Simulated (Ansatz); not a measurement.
# What a change does: single-point calculation on GeSi

System: GeSi (P6₃mc, 4 atoms in the cell).
Method of run A: DFT r2SCAN, scalar-relativistic, plane waves, PAW, no spin polarisation (Ansatz 0.2.0).

The structure derives from a Materials Project entry. Text and figures count atoms from 1; the logs count them from 0 in places.

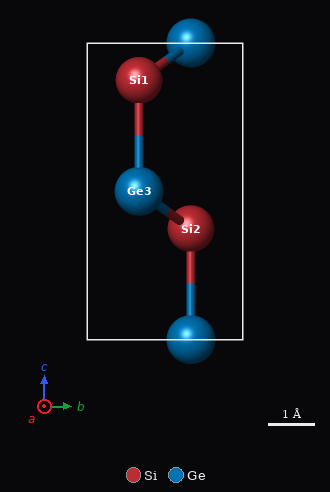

**Figure 1.** The structure (ball-and-stick view of the cell of the calculation, along the a axis; atoms are numbered from 1 in the order of the input). An atom can appear more than once, as a periodic image. Near neighbours in the periodic cell (some may lie outside the picture): Si has 4 Ge at 2.40 to 2.41 Å; Ge has 4 Si at 2.40 to 2.41 Å.

The input, run A:
```yaml
crystal:
  lattice:
    - [3.9044512986, 0.0, 0.0]
    - [-1.9522256493, 3.3813540124, 0.0]
    - [0.0, 0.0, 6.450783]
  atoms:
    - { symbol: Si, position: [0.6666666667, 0.3333333333, 0.874607] }
    - { symbol: Si, position: [0.3333333333, 0.6666666667, 0.374607] }
    - { symbol: Ge, position: [0.6666666667, 0.3333333333, 0.500392] }
    - { symbol: Ge, position: [0.3333333333, 0.6666666667, 0.000392] }
basis:
  ecutwfc: 500
kpoints:
  mp_grid: { grid: [12, 12, 6] }
hamiltonian:
  xc: r2scan
scf:
  occupations: { method: gaussian, width: 0.05 }
output:
  forces: true
  stress: true
  eigenvalues: true
```

Command:
```bash
ansatz run input.yaml --threads 1 --pin off --max-ram 2560MiB --backend cpu --events-out ev --progress --plain --runs-dir out
```

Hardware: 1 thread of Intel Xeon (Granite Rapids), 32 GiB of memory available, shared host.

Output, shortened to warnings, some set-up lines, iterations and results (run A):
```
Basis set: ecut = 500 eV, 2153 PW (Γ), exchange–correlation on 120×120×192 points (64 copies of the dense FFT grid, shifted against one another)
Symmetry: 12 space group operations
k-points: 76 of 864 (time reversal used)
Initial density: superposition of atomic densities (neutral atoms: chi_scale 0, normalization atom), corrected by the library's trained network
[...]
SCF iter   1: F=—  HF=-9883.816146 eV  |F-HF|=—  |Δ(HF+E_count)|=         —  Δρ=5.63e-3  dr2=2.57e-2  dr2_τ=1.58e-2  ethr=1.77e-3  ⟨swp⟩=6.1  Hψ=8096  notcnv=0
SCF iter   2: F=—  HF=-9883.835453 eV  |F-HF|=—  |Δ(HF+E_count)|=   1.93e-2  Δρ=2.16e-3  dr2=3.68e-3  dr2_τ=4.34e-5  ethr=7.14e-5  ⟨swp⟩=2.0  Hψ=3952  notcnv=0
SCF iter   3: F=—  HF=-9883.834728 eV  |F-HF|=—  |Δ(HF+E_count)|=   7.25e-4  Δρ=1.35e-3  dr2=1.23e-3  dr2_τ=9.94e-6  ethr=1.02e-5  ⟨swp⟩=2.0  Hψ=2418  notcnv=0
SCF iter   4: F=—  HF=-9883.834568 eV  |F-HF|=—  |Δ(HF+E_count)|=   1.60e-4  Δρ=2.03e-4  dr2=2.33e-5  dr2_τ=1.76e-7  ethr=3.41e-6  ⟨swp⟩=2.0  Hψ=2203  notcnv=0
SCF iter   5: F=—  HF=-9883.834569 eV  |F-HF|=—  |Δ(HF+E_count)|=   1.12e-6  Δρ=4.05e-5  dr2=1.25e-6  dr2_τ=1.21e-8  ethr=6.47e-8  ⟨swp⟩=2.0  Hψ=2966  notcnv=0
SCF iter   6: F=-9883.834569 eV  HF=-9883.834569 eV  |F-HF|=1.20e-8  |Δ(HF+E_count)|=   2.05e-7  Δρ=5.94e-6  dr2=3.70e-8  dr2_τ=2.84e-10  ethr=2.78e-10  ⟨swp⟩=3.8  Hψ=7942  …
SCF 1 converged in 6 iterations: F = -9883.834569 eV  dr2 = 3.70e-8
SCF converged after 6 iterations
Free energy (F): -9883.834569 eV
Harris-Foulkes:  -9883.834569 eV  (|F-HF|=1.20e-8)
Internal energy: -9883.834569 eV  (E = F + TS)
E sigma→0 (E₀):  -9883.834569 eV
Fermi energy:    7.900894 eV
--- Per-component energies (eV) ---
  E_band       = -322.724630
  E_kinetic    = 303.102493
  E_local      = -5305.115659  (includes V_loc(G=0)·N_el)
  E_nonlocal   = 890.635878
  E_hartree    = 2335.361280
  E_xc         = -241.409761
  E_vxc        = -235.579955  (∫ρ·V_xc dr)
  E_paw        = -5108.015794  (= ΣΔE_a)
  E_vpaw       = -657.996839  (= ΣTr[D̂ρ^β])
  E_aug_tail   = 0.000037  (compensation charges beyond the density's cutoff)
  E_vtau       = 11.513699  (kinetic-family band-sum trace: ∫τ·v_τ [+ j·A + Jᵃ·Aᵃ] dr)
  E_ewald      = -2756.068646
  E_core_change = -2.324397  (= ΣΔE_core)
  E_smearing   = -0.000000  (= −TS)
  E_closure    = -0.000000  (closes the sum)
  Σ components = -9883.834569   (vs F -9883.834569, Δ=0.00e0)
--- Forces (eV/Å), atoms counted from 1 ---
  atom   1  Si    -0.00000000    -0.00000000    -0.01633574
  atom   2  Si     0.00000000     0.00000000    -0.01633574
  atom   3  Ge     0.00000000    -0.00000000     0.01633538
  atom   4  Ge     0.00000000     0.00000000     0.01633538
  max |Σ_I F_I| component: 7.18e-7 eV/Å
--- Stress (GPa, compression-positive) ---
        0.014709       0.000000      -0.000000
       -0.000000       0.014709      -0.000000
        0.000000       0.000000       0.084417
  P = ⅓ Tr σ = 0.0379 GPa (0.379 kbar)
```

The input of run B differs as follows (lines with − go, lines with + come):
```diff
-  mp_grid: { grid: [12, 12, 6] }
+  mp_grid: { grid: [12, 12, 4] }
```

Predict how the results change.

The free energy of run B is 0.23 meV per atom lower, which measures how much it depends on this numerical setting. The number of SCF iterations is the same. The irreducible k-points go from 76 to 57.

Output, shortened to warnings, some set-up lines, iterations and results (run B):
```
Basis set: ecut = 500 eV, 2153 PW (Γ), exchange–correlation on 120×120×192 points (64 copies of the dense FFT grid, shifted against one another)
Symmetry: 12 space group operations
k-points: 57 of 576 (time reversal used)
Initial density: superposition of atomic densities (neutral atoms: chi_scale 0, normalization atom), corrected by the library's trained network
[...]
SCF iter   1: F=—  HF=-9883.817069 eV  |F-HF|=—  |Δ(HF+E_count)|=         —  Δρ=5.62e-3  dr2=2.56e-2  dr2_τ=1.58e-2  ethr=1.77e-3  ⟨swp⟩=6.1  Hψ=6049  notcnv=0
SCF iter   2: F=—  HF=-9883.836357 eV  |F-HF|=—  |Δ(HF+E_count)|=   1.93e-2  Δρ=2.16e-3  dr2=3.68e-3  dr2_τ=4.32e-5  ethr=7.12e-5  ⟨swp⟩=2.0  Hψ=2964  notcnv=0
SCF iter   3: F=—  HF=-9883.835633 eV  |F-HF|=—  |Δ(HF+E_count)|=   7.24e-4  Δρ=1.35e-3  dr2=1.22e-3  dr2_τ=9.93e-6  ethr=1.02e-5  ⟨swp⟩=2.1  Hψ=1853  notcnv=0
SCF iter   4: F=—  HF=-9883.835472 eV  |F-HF|=—  |Δ(HF+E_count)|=   1.61e-4  Δρ=2.02e-4  dr2=2.29e-5  dr2_τ=1.72e-7  ethr=3.39e-6  ⟨swp⟩=2.0  Hψ=1642  notcnv=0
SCF iter   5: F=—  HF=-9883.835475 eV  |F-HF|=—  |Δ(HF+E_count)|=   2.16e-6  Δρ=3.98e-5  dr2=1.23e-6  dr2_τ=1.14e-8  ethr=6.37e-8  ⟨swp⟩=2.0  Hψ=2217  notcnv=0
SCF iter   6: F=-9883.835474 eV  HF=-9883.835474 eV  |F-HF|=1.13e-8  |Δ(HF+E_count)|=   1.85e-7  Δρ=5.88e-6  dr2=3.56e-8  dr2_τ=2.87e-10  ethr=2.78e-10  ⟨swp⟩=3.8  Hψ=5972  …
SCF 1 converged in 6 iterations: F = -9883.835474 eV  dr2 = 3.56e-8
SCF converged after 6 iterations
Free energy (F): -9883.835474 eV
Harris-Foulkes:  -9883.835474 eV  (|F-HF|=1.13e-8)
Internal energy: -9883.835474 eV  (E = F + TS)
E sigma→0 (E₀):  -9883.835474 eV
Fermi energy:    7.900663 eV
--- Per-component energies (eV) ---
  E_band       = -322.737607
  E_kinetic    = 303.096242
  E_local      = -5305.098133  (includes V_loc(G=0)·N_el)
  E_nonlocal   = 890.634000
  E_hartree    = 2335.347161
  E_xc         = -241.408273
  E_vxc        = -235.578070  (∫ρ·V_xc dr)
  E_paw        = -5108.013466  (= ΣΔE_a)
  E_vpaw       = -657.992688  (= ΣTr[D̂ρ^β])
  E_aug_tail   = 0.000037  (compensation charges beyond the density's cutoff)
  E_vtau       = 11.513768  (kinetic-family band-sum trace: ∫τ·v_τ [+ j·A + Jᵃ·Aᵃ] dr)
  E_ewald      = -2756.068646
  E_core_change = -2.324397  (= ΣΔE_core)
  E_smearing   = -0.000000  (= −TS)
  E_closure    = -0.000000  (closes the sum)
  Σ components = -9883.835474   (vs F -9883.835474, Δ=0.00e0)
--- Forces (eV/Å), atoms counted from 1 ---
  atom   1  Si     0.00000000    -0.00000000    -0.01729244
  atom   2  Si    -0.00000000     0.00000000    -0.01729244
  atom   3  Ge     0.00000000    -0.00000000     0.01729206
  atom   4  Ge     0.00000000     0.00000000     0.01729206
  max |Σ_I F_I| component: 7.58e-7 eV/Å
--- Stress (GPa, compression-positive) ---
        0.025705       0.000000       0.000000
       -0.000000       0.025705       0.000000
        0.000000       0.000000       0.047396
  P = ⅓ Tr σ = 0.0329 GPa (0.329 kbar)
```

The two runs side by side:

| quantity | run A | run B |
| --- | --- | --- |
| outcome | converged | converged |
| free energy per atom (eV) | −2470.9586 | −2470.9589 |
| gap on the mesh (eV) | 0.66 | 0.66 |
| pressure (GPa) | 0.04 | 0.03 |
| largest force (eV/Å) | 0.016 | 0.017 |
| SCF iterations | 6 | 6 |
| irreducible k-points | 76 | 57 |
| plane waves at Γ | 2153 | 2153 |
| wall time (shared host) | 12 s | 9.1 s |
